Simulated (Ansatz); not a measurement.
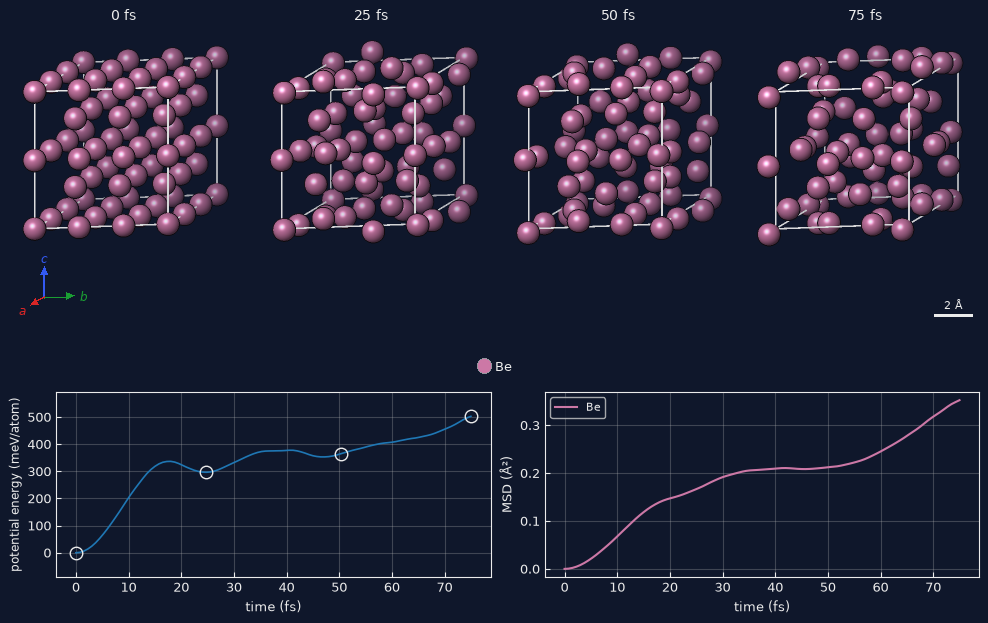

First-principles dynamics of a 36-atom cell of Be, 75 fs long. The cell was cut from the hcp crystal. Frames and the history of the run. A spheres-only model of the simulation cell, seen slightly off an axis.

Computed with DFT r2SCAN, scalar-relativistic, plane waves, PAW (Ansatz 0.2.0). Set-up: plane-wave cutoff 500 eV; k-point mesh 2 × 2 × 2; Fermi-Dirac smearing 0.3 eV; low-accuracy preset; volume 1.15 times that of the relaxed crystal; Langevin thermostat (NVT); set temperature 3500 K; time step 0.75 fs; friction 0.02 per fs.

The input:
```yaml
accuracy: low
crystal:
  lattice:
    - [7.197627, 0.0, 0.0]
    - [-3.598814, 6.233328, 0.0]
    - [0.0, 0.0, 7.519121]
  atoms:
    - { symbol: Be, position: [0.0, 0.0, 0.0] }
    - { symbol: Be, position: [0.1111111, 0.2222222, 0.25] }
    - { symbol: Be, position: [0.0, 0.0, 0.5] }
    - { symbol: Be, position: [0.1111111, 0.2222222, 0.75] }
    - { symbol: Be, position: [0.0, 0.3333333, 0.0] }
    - { symbol: Be, position: [0.1111111, 0.5555556, 0.25] }
    - { symbol: Be, position: [0.0, 0.3333333, 0.5] }
    - { symbol: Be, position: [0.1111111, 0.5555556, 0.75] }
    - { symbol: Be, position: [0.0, 0.6666667, 0.0] }
    - { symbol: Be, position: [0.1111111, 0.8888889, 0.25] }
    - { symbol: Be, position: [0.0, 0.6666667, 0.5] }
    - { symbol: Be, position: [0.1111111, 0.8888889, 0.75] }
    - { symbol: Be, position: [0.3333333, 0.0, 0.0] }
    - { symbol: Be, position: [0.4444444, 0.2222222, 0.25] }
    - { symbol: Be, position: [0.3333333, 0.0, 0.5] }
    - { symbol: Be, position: [0.4444444, 0.2222222, 0.75] }
    - { symbol: Be, position: [0.3333333, 0.3333333, 0.0] }
    - { symbol: Be, position: [0.4444444, 0.5555556, 0.25] }
    - { symbol: Be, position: [0.3333333, 0.3333333, 0.5] }
    - { symbol: Be, position: [0.4444444, 0.5555556, 0.75] }
    - { symbol: Be, position: [0.3333333, 0.6666667, 0.0] }
    - { symbol: Be, position: [0.4444444, 0.8888889, 0.25] }
    - { symbol: Be, position: [0.3333333, 0.6666667, 0.5] }
    - { symbol: Be, position: [0.4444444, 0.8888889, 0.75] }
    - { symbol: Be, position: [0.6666667, 0.0, 0.0] }
    - { symbol: Be, position: [0.7777778, 0.2222222, 0.25] }
    - { symbol: Be, position: [0.6666667, 0.0, 0.5] }
    - { symbol: Be, position: [0.7777778, 0.2222222, 0.75] }
    - { symbol: Be, position: [0.6666667, 0.3333333, 0.0] }
    - { symbol: Be, position: [0.7777778, 0.5555556, 0.25] }
    - { symbol: Be, position: [0.6666667, 0.3333333, 0.5] }
    - { symbol: Be, position: [0.7777778, 0.5555556, 0.75] }
    - { symbol: Be, position: [0.6666667, 0.6666667, 0.0] }
    - { symbol: Be, position: [0.7777778, 0.8888889, 0.25] }
    - { symbol: Be, position: [0.6666667, 0.6666667, 0.5] }
    - { symbol: Be, position: [0.7777778, 0.8888889, 0.75] }
basis:
  ecutwfc: 500.0
kpoints:
  mp_grid: { grid: [2, 2, 2] }
hamiltonian:
  xc: r2scan
scf:
  occupations: { method: fermi_dirac, width: 0.3 }
  lower_state_search: "off"
md:
  timestep: 0.75
  n_steps: 100
  ensemble: nvt_langevin
  temperature: 3500.0
  initial_velocities: maxwell_boltzmann
  seed: 538662
  friction: 0.02
```

Command:
```bash
ansatz run input.yaml --threads 2 --pin off --max-ram 5120MiB --backend cpu --events-out ev --progress --plain --runs-dir out
```

> What do the frames and curves show?

The mean temperature in the second half is 3059 K (standard deviation 281 K). The potential energy is still drifting at the end, so the run hasn't reached equilibrium. The potential energy in the second half lies on average 404 meV per atom above the first frame. In the second half of the run the atoms are, in the root-mean-square, this far from where they began (common drift taken out): Be 0.50 Å. The run lasts only 75 fs, too short to tell vibration from diffusion.

Limits of the set-up: the k-point mesh is coarse for a cell with partly filled bands; the program's low-accuracy preset was used.
